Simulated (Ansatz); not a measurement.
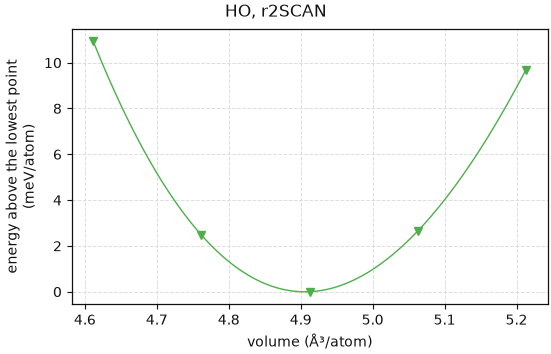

The plot gives the computed energy above the lowest point against volume for HO, space group Fm-3m (No. 225) (one of a set of cubic test structures, which need not be the stable phase).

How it was computed, with Ansatz 0.2.0 development build: equation of state of a cubic crystal from periodic Kohn-Sham density functional theory without spin, third-order Birch-Murnaghan fit to the free energies; pressure corrected for the finite basis. Level: r2SCAN.

- structure type: rock salt
- atoms in cell: 2
- space group number: 225
- lattice centring: face-centred primitive
- k mesh: 17×17×17
- occupation method: Fermi–Dirac
- occupation width: 0.1 eV
- wave cutoff: 1050 eV
- datasets: hand-made PAW
- density tolerance: 1e−09 eV
- bands: 8
- density cutoff ratio: 5
- search for lower states: default
- xc grid level: 2

From this curve and the settings, what does the calculation give for the pressure at the same points?

The pressure falls from 12.5 GPa at volume 4.6117 Å³/atom to −9.6 GPa at 5.2132 Å³/atom, and changes sign near 4.91 Å³/atom.

```csv
volume (Å³/atom),pressure (GPa)
4.6117,12.5
4.7620,5.7
4.9124,-0.2
5.0628,-5.3
5.2132,-9.6
```

Keep in mind: cubic model structure, not the ambient form.
